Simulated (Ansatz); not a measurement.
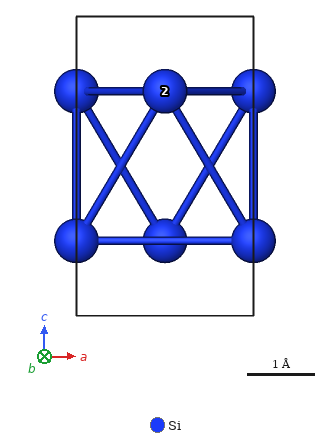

The structure (ball-and-stick view of the cell 2 times as large as that of the calculation, set on its symmetry axes, along the b axis; atoms are numbered from 1 in the order of the input). An atom can appear more than once, as a periodic image. Near neighbours in the periodic cell (some may lie outside the picture): Si has 12 Si at 2.61 to 2.80 Å.

# Single-point calculation, with input and output: Si

Si (Cmcm, 2 atoms in the cell), computed with DFT r2SCAN, scalar-relativistic, plane waves, PAW, no spin polarisation (Ansatz 0.2.0).

The structure derives from a Materials Project entry. It belongs to a series of runs on one base structure; here: atom 1 (Si) moved by (+0.000, +0.225) A along x and y. Figures and captions count atoms from 1; the log counts them from 0 in places.

What the program printed
```
Engine: ansatz 0.2.0, x86_64-unknown-linux-gnu
Pseudopotentials: kind: paw
Pseudopotential: Si, paw, valence charge 4, recommended cutoff 500 eV (meta_gga), Si.paw.azcp
Functional definition: r2SCAN
  parameter k0 = 0.174
  parameter k1 = 0.065
  parameter a1 = 4.9479
  exchange = r2scan_x(k0 = k0, k1 = k1, a1 = a1)
  correlation = r2scan_c
Crystal: 2 atoms, lattice volume = 27.729 Å³
Basis set: ecut = 500 eV, 701 PW (Γ), exchange–correlation on 80×80×144 points (64 copies of the dense FFT grid, shifted against one another)
Bands: 8, of which v1, the nominal top of the filled ones, is band 4 counted from 1 (3 counted from 0)
Symmetry: 8 space group operations
Space group: Cmcm (ITA 63), of the structure as read, at distance tolerance 3.0e-5 Å
k-points: 942 of 5760
Non-local potential: Si, projectors of the file, l = 0: 2, l = 1: 2, l = 2: 2
PAW form: soft (Blöchl's): semilocal exchange-correlation on the pseudo side does not see the compensation charge
PAW frozen core: Si, regenerated for the run's functional (the file was generated under x = pbe(κ = 0.804, μ = 0.2195149727645171), c = pbe(β = 0.06672455060314922))
PAW one-centre angular grid: Si, 302 points (default); XC on 160 Gauss nodes
Initial density: superposition of atomic densities (neutral atoms: chi_scale 0, normalization atom), corrected by the library's trained network
Initial wavefunctions: pseudopotential atomic-orbital guess
Functional: x = r2scan, c = r2scan; τ floored in thin density (d = 2e-4 eV/Å³)
SCF iter   1: F=—  HF=-1276.745845 eV  |F-HF|=—  |Δ(HF+E_count)|=         —  Δρ=6.92e-3  dr2=1.16e-2  dr2_τ=9.57e-3  ethr=1.77e-3  ⟨swp⟩=5.0  Hψ=60333  notcnv=0
preconditioner: auto → none  [metal: Δε(μ)=0.007 eV  Ē_g=11.037 eV  σ=0.150 eV  W_gap=0.03  n_scr=2 (ndim 8)  ℏωp=19.9 eV  f_vac=0.000  D(μ)=0.70/eV (n_scr^D=2)  sad-step TF]
SCF iter   2: F=—  HF=-1276.769200 eV  |F-HF|=—  |Δ(HF+E_count)|=   2.34e-2  Δρ=5.12e-3  dr2=6.32e-3  dr2_τ=9.07e-6  ethr=1.45e-4  ⟨swp⟩=2.1  Hψ=19337  notcnv=0  defer=79
SCF iter   3: F=—  HF=-1276.768498 eV  |F-HF|=—  |Δ(HF+E_count)|=   7.03e-4  Δρ=4.37e-4  dr2=4.03e-5  dr2_τ=4.82e-6  ethr=7.91e-5  ⟨swp⟩=2.4  Hψ=10844  notcnv=0  defer=79
SCF iter   4: F=—  HF=-1276.768623 eV  |F-HF|=—  |Δ(HF+E_count)|=   1.25e-4  Δρ=2.51e-4  dr2=1.20e-5  dr2_τ=2.02e-7  ethr=5.04e-7  ⟨swp⟩=2.0  Hψ=11051  notcnv=0  defer=79
SCF iter   5: F=—  HF=-1276.768665 eV  |F-HF|=—  |Δ(HF+E_count)|=   4.26e-5  Δρ=2.70e-5  dr2=1.10e-7  dr2_τ=1.44e-9  ethr=1.50e-7  ⟨swp⟩=2.0  Hψ=11061  notcnv=0  defer=79
SCF iter   6: F=-1276.768666 eV  HF=-1276.768666 eV  |F-HF|=2.54e-8  |Δ(HF+E_count)|=   5.26e-7  Δρ=6.12e-6  dr2=7.73e-9  dr2_τ=4.84e-11  ethr=1.25e-9  ⟨swp⟩=10.5  Hψ=55733  notcnv=0
SCF 1 converged in 6 iterations: F = -1276.768666 eV  dr2 = 7.73e-9
  greatest PAW one-centre occupation: 0.672 electrons in one spin orbital (limit 2), on the Si atom at site 1 (counted from 0), in its partial waves of l = 0
SCF converged after 6 iterations
Free energy (F): -1276.768666 eV
Harris-Foulkes:  -1276.768666 eV  (|F-HF|=2.54e-8)
Internal energy: -1276.760911 eV  (E = F + TS)
E sigma→0 (E₀):  -1276.764789 eV
Entropy (-TS):   -0.007754 eV (-3.877 meV/atom)
Fermi energy:    11.367753 eV
--- Per-component energies (eV) ---
  E_band       = 41.054426
  E_kinetic    = 83.845570
  E_local      = 10.202216  (includes V_loc(G=0)·N_el)
  E_nonlocal   = 48.199068
  E_hartree    = 0.736126
  E_xc         = -104.866953
  E_vxc        = -103.277896  (∫ρ·V_xc dr)
  E_paw        = -1037.898220  (= ΣΔE_a)
  E_vpaw       = -3.950361  (= ΣTr[D̂ρ^β])
  E_aug_tail   = 0.000009  (compensation charges beyond the density's cutoff)
  E_vtau       = 4.563429  (kinetic-family band-sum trace: ∫τ·v_τ [+ j·A + Jᵃ·Aᵃ] dr)
  E_ewald      = -276.825862
  E_core_change = -0.152866  (= ΣΔE_core)
  E_smearing   = -0.007754  (= −TS)
  E_closure    = 0.000000  (closes the sum)
  Σ components = -1276.768666   (vs F -1276.768666, Δ=0.00e0)
--- Forces (eV/Å), atoms counted from 1 ---
  atom   1  Si     0.00000000     0.15874339     0.00000000
  atom   2  Si     0.00000000    -0.15874339     0.00000000
  max |Σ_I F_I| component: 2.78e-17 eV/Å
--- Stress (GPa, compression-positive) ---
       -0.952985       0.000000       0.000000
        0.000000      -1.545658       0.000000
        0.000000       0.000000       1.222900
  P = ⅓ Tr σ = -0.4252 GPa (-4.252 kbar)
--- Band table (eV; the first three rows and the last of 942) ---
  k-point 0: bands = ["-4.4154", "2.6983", "3.4403", "20.7895", "21.4422", "21.9620", "22.7628", "23.0954"]
  k-point 1: bands = ["-4.3394", "1.6223", "4.6527", "20.4997", "21.3959", "21.5046", "22.0245", "22.8238"]
  k-point 2: bands = ["-4.1116", "0.3837", "6.3000", "18.5974", "21.2485", "21.6906", "22.2096", "22.9994"]
  k-point 941: bands = ["2.7776", "2.7776", "9.4790", "9.4790", "9.9672", "9.9672", "17.2515", "17.2515"]
```

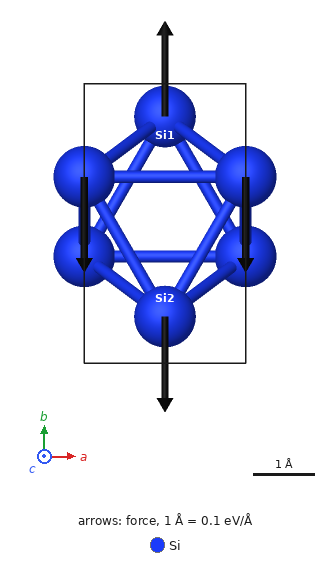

Forces on the atoms as black arrows (ball-and-stick view of the cell 2 times as large as that of the calculation, set on its symmetry axes, along the c axis; atoms are numbered from 1 in the order of the input). The largest act on Si1, Si2 (0.16 eV/Å). The geometry is not a stationary point of this energy.

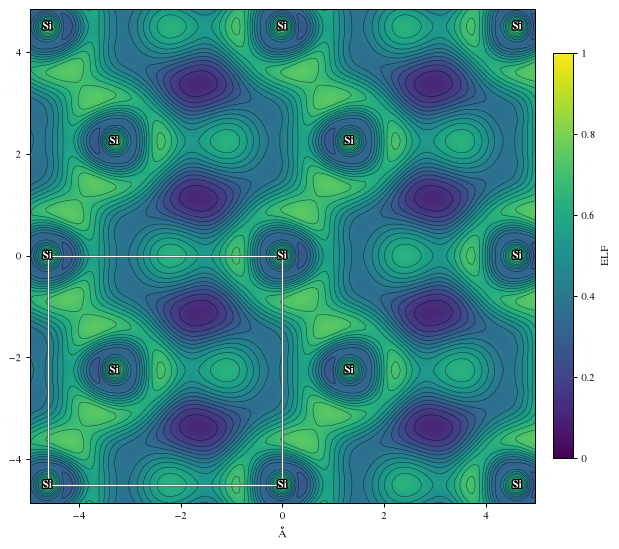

ELF on the (100) plane of the conventional cell. The section cuts through Si sites. The fields are those of the smooth PAW valence density.

This output came from the following input.

The input
```yaml
crystal:
  lattice:
    - [2.6655775094, 0.0, 0.0]
    - [-1.3327887547, 2.3084578389, 0.0]
    - [0.0, 0.0, 4.50626927]
  atoms:
    - { symbol: Si, position: [0.3820671668, 0.7641343337, 0.25] }
    - { symbol: Si, position: [0.6666666667, 0.3333333333, 0.75] }
basis:
  ecutwfc: 500
kpoints:
  mp_grid: { grid: [24, 24, 10] }
hamiltonian:
  xc: r2scan
scf:
  occupations: { method: gaussian, width: 0.15 }
output:
  forces: true
  stress: true
  eigenvalues: true
  write_density: true
  write_potential: true
  elf: true
  volumetric_format: npy
```

Launched with:
```bash
ansatz run input.yaml --threads 1 --pin off --max-ram 2560MiB --backend cpu --events-out ev --progress --plain --runs-dir out
```

Summary

| quantity | value |
| --- | --- |
| outcome | converged |
| space group (tolerance 0.01 Å) | Cmcm (63) |
| electrons treated | 8 |
| free energy | −1276.7687 eV |
| Fermi energy | 11.368 eV |
| gap on the k-point mesh | none (metallic) |
| pressure | −0.43 GPa |
| largest force (length of the vector) | 0.159 eV/Å |
| hardware | 1 thread of Intel Xeon @ 2.70GHz, 189 GiB of memory available, shared host |
| wall time | 27 s |
| peak memory | 0.61 GiB |
